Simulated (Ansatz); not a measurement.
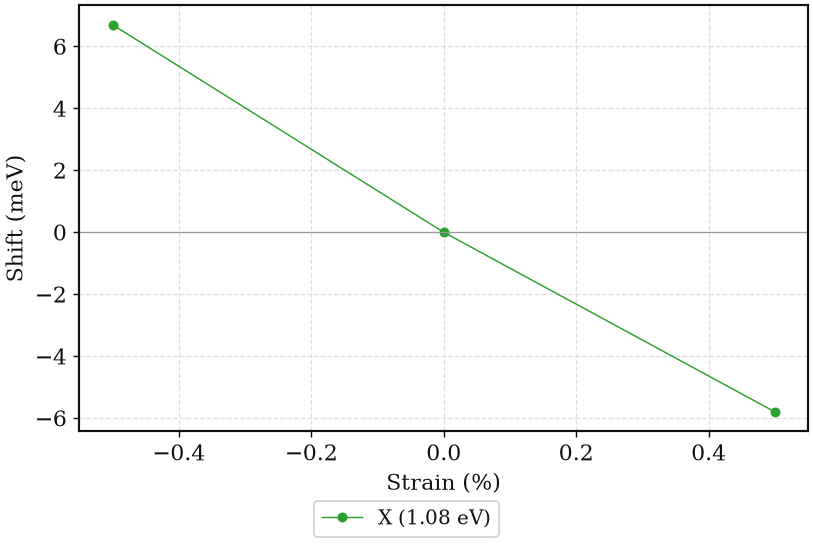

Shifts of the lowest conduction level at the points named, against the centre of the valence top at Γ (unstrained energies in the legend). The lowest empty level at Γ is degenerate or close to the next one, and isn't followed.

System: antifluorite-type Be2C, space group Fm-3m (No. 225), 3 atoms in the primitive cell, in a cell relaxed beforehand; cubic a = 4.311 Å. Here all lengths are changed by ±0.5 %, and the atoms are carried along without relaxing. Method: PBEsol, Ansatz PAW set, no spin polarisation, no spin-orbit coupling, 8×8×8 k mesh, 420 eV cutoff (Ansatz 0.2.0).

Q: How fast does each conduction level move?

A: For each 1 % of strain: −12 meV at X. Over dlnV = 3 % that gives deformation potentials of −0.4 eV at X, against the valence top.

The PAW data sets were made with another functional. LDA, GGA and most meta-GGA functionals understate gaps.
